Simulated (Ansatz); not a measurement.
AlN

```
Al N
1.0
     5.20438    0.00000    0.00000
    -2.60219    4.50712    0.00000
     0.00000    0.00000    3.37544
Al N
1 1
Cartesian
  0.0000 0.0000 1.6877
  0.0000 0.0000 0.0000
```

Space group P6/mmm; a structure generated by program, which may or may not match a known phase.

Theory: DFT PBE, scalar-relativistic, plane waves, PAW (Ansatz 0.2.0).

In a PAW calculation such maps are meaningful between the atoms, not at the nuclei.

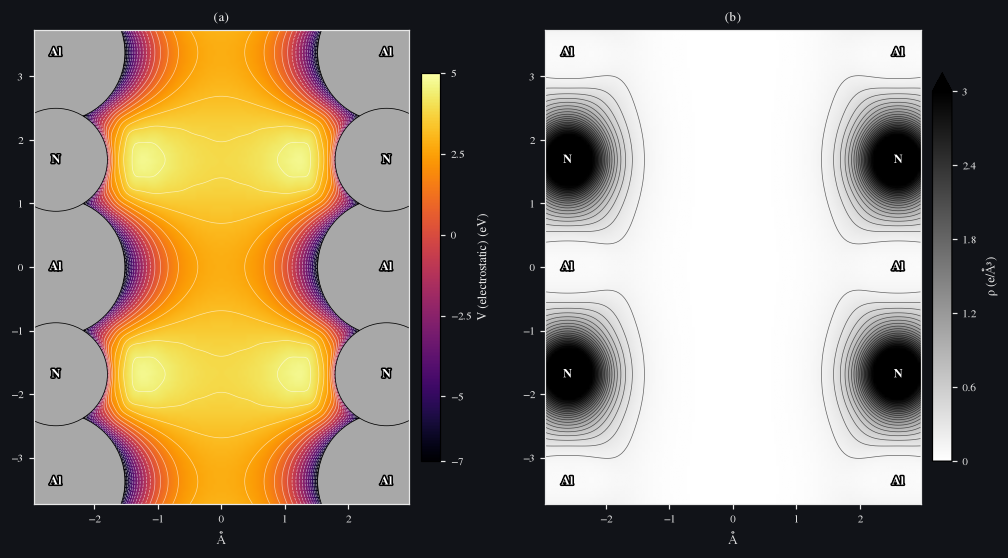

Figure 1. (a) electrostatic potential (local pseudopotential plus Hartree) felt by an electron; (b) valence pseudo-density on the (010) plane of the conventional cell. Grey discs cover the atomic cores in the potential map.

Read the bonding off the picture.

- The section cuts through Al and N sites.
- Al–N (1.69 Å): ρ at the midpoint is about 0.92 e/Å³.
- Between the atoms the lowest density in this plane is 0.003 e/Å³.
- Outside the cores the potential energy rises away from the atoms and is highest about 1.4 Å from the nearest atoms; its zero is arbitrary.

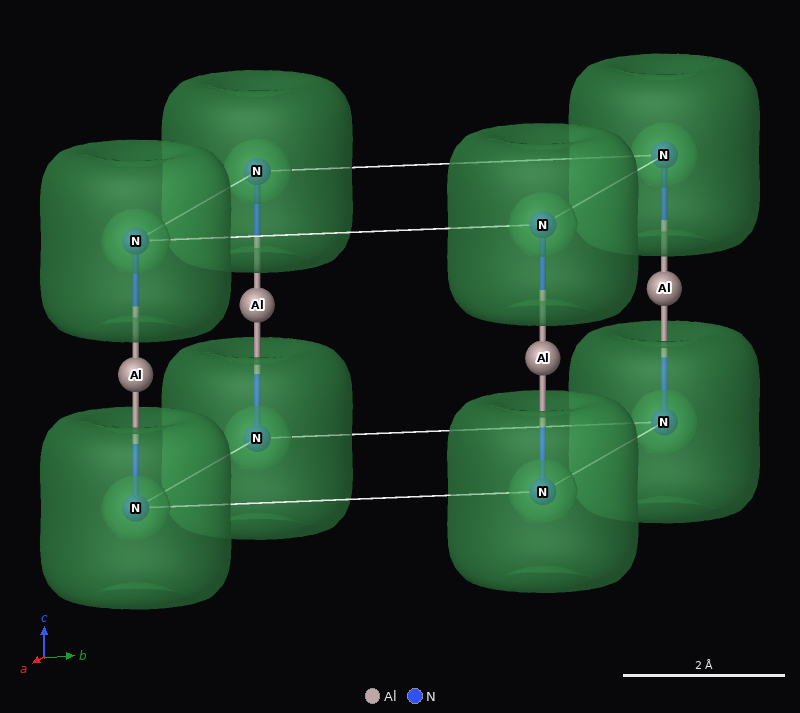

Figure 2. Isosurface of the ELF at 0.65 (green), seen slightly off an axis. Only the valence region is drawn (cores and ρ < 0.01 e/Å³ removed). Sticks mark near contacts.

What do the ELF domains correspond to?

The surface consists of one region on N in which the atom's valence shell and bonds are merged, counted in one cell of 2 atoms. Any copies at cell faces, edges or corners count once.


Al–N (1.69 Å): the ELF peaks at about 0.85 in the valence shell of N, 0.6 Å from its nucleus, and is about 0.80 at the midpoint.

Does the calculation make it a metal, or give it a gap?

It is gapped, with a Kohn–Sham gap of 1.5 eV on the k-point mesh (the band edges may lie off the mesh, which would make the gap smaller).
